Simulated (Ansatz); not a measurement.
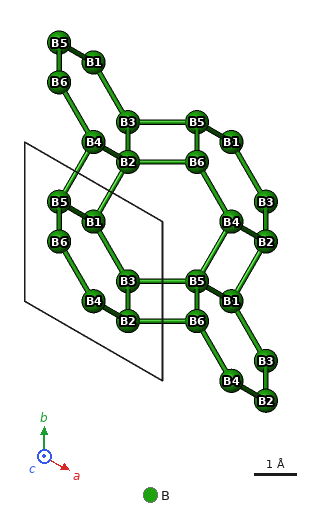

This is the input geometry for a relaxation of solid B (a generated structure, set up in Im-3m) (coarse preliminary run). Style: ball-and-stick. Shown: the cell of the calculation, repeated 2 × 2 × 1 with one cell outlined, along the c axis.

Computed with Ansatz 0.2.0, DFT PBE, scalar-relativistic, plane waves, PAW.

Input
```yaml
crystal:
  lattice:
    - [-2.37587878, 2.37587878, 2.37587878]
    - [2.37587878, -2.37587878, 2.37587878]
    - [2.37587878, 2.37587878, -2.37587878]
  atoms:
    - { symbol: B, position: [0.5, 0.75, 0.25] }
    - { symbol: B, position: [0.75, 0.25, 0.5] }
    - { symbol: B, position: [0.75, 0.5, 0.25] }
    - { symbol: B, position: [0.5, 0.25, 0.75] }
    - { symbol: B, position: [0.25, 0.75, 0.5] }
    - { symbol: B, position: [0.25, 0.5, 0.75] }
basis:
  ecutwfc: 420
kpoints:
  mp_grid: { grid: [6, 6, 6] }
hamiltonian:
  xc: pbe
scf:
  occupations: { method: gaussian, width: 0.1 }
  lower_state_search: "off"
output:
  forces: true
  stress: true
  eigenvalues: true
relax:
  adjacent_minimum: "off"
  f_tol: 0.04
  max_steps: 70
  cell: { stress_tol: 0.4 }
```

Command:
```bash
ansatz run input.yaml --threads 1 --pin off --max-ram 2048MiB --backend cpu --events-out ev --progress --plain --runs-dir out
```

Q: Predict the outcome.

A: After 3 accepted moves (4 points after the start) the energy has fallen by 63.1 meV per atom. All forces vanish by symmetry, so only the cell relaxes. The pressure goes from 19.91 to 0.34 GPa. At 1 point the geometry stayed and the basis and grid were re-selected for the new cell (energy shift of 2.9 meV per atom at most each time). No atom moves by more than 0.005 Å relative to the cell. The drawn cell changes as follows: a = b = c 4.115 → 4.275 Å (+3.9 %); the volume changes by +12.1 %. Among the contacts that change: B1–B2 1.680 → 1.745 Å. The space group stays Im-3m (No. 229).

Final geometry:

```
CELL_PARAMETERS angstrom
-2.46797 2.46797 2.46797
2.46797 -2.46797 2.46797
2.46797 2.46797 -2.46797
ATOMIC_POSITIONS crystal
B 0.50000 0.75000 0.25000
B 0.75000 0.25000 0.50000
B 0.75000 0.50000 0.25000
B 0.50000 0.25000 0.75000
B 0.25000 0.75000 0.50000
B 0.25000 0.50000 0.75000
```

After the run, drawn alike:

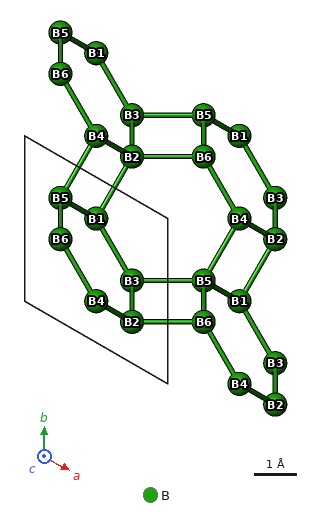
